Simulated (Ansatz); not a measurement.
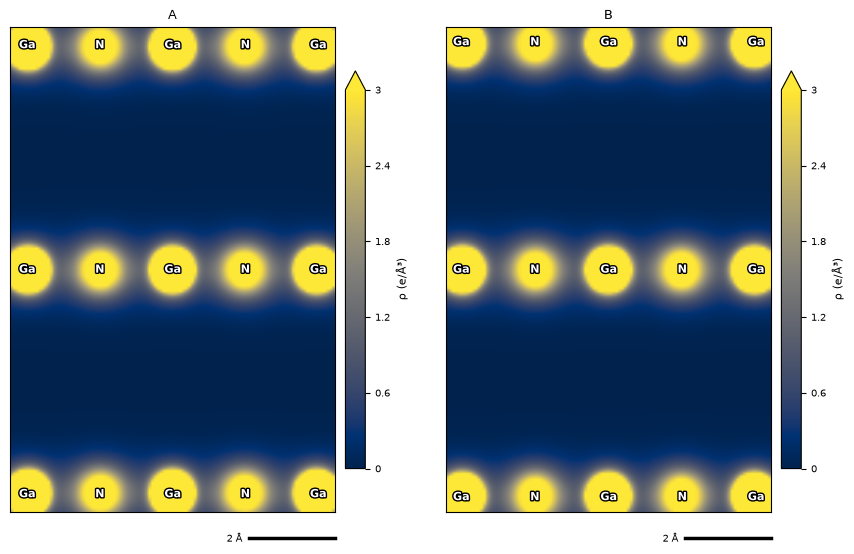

GaN. The valence charge density (pseudo) of two cells that differ in size, on the (11̄0) plane of each (indices in the axes of the calculation cell), at one length scale and on one colour scale; one has 40.2 and the other 41.8 Å³ an atom.

Theory: Kohn-Sham DFT of a periodic cell, PBE, Ansatz PAW in Ansatz.

Core electrons are frozen (PAW), and the valence fields are smoothed inside the atomic spheres.

> Which panel shows the smaller cell, and what does the compression change?

Panel A is the smaller cell, by 4 % in volume. From the larger cell to the smaller, Ga–N goes from 1.72 to 1.70 Å, and the density at its midpoint from 1.1 to 1.2 e/Å³; the pressure goes from −1.7 to 0.0 GPa; the Kohn–Sham gap goes from 0.99 eV to 1.2 eV.
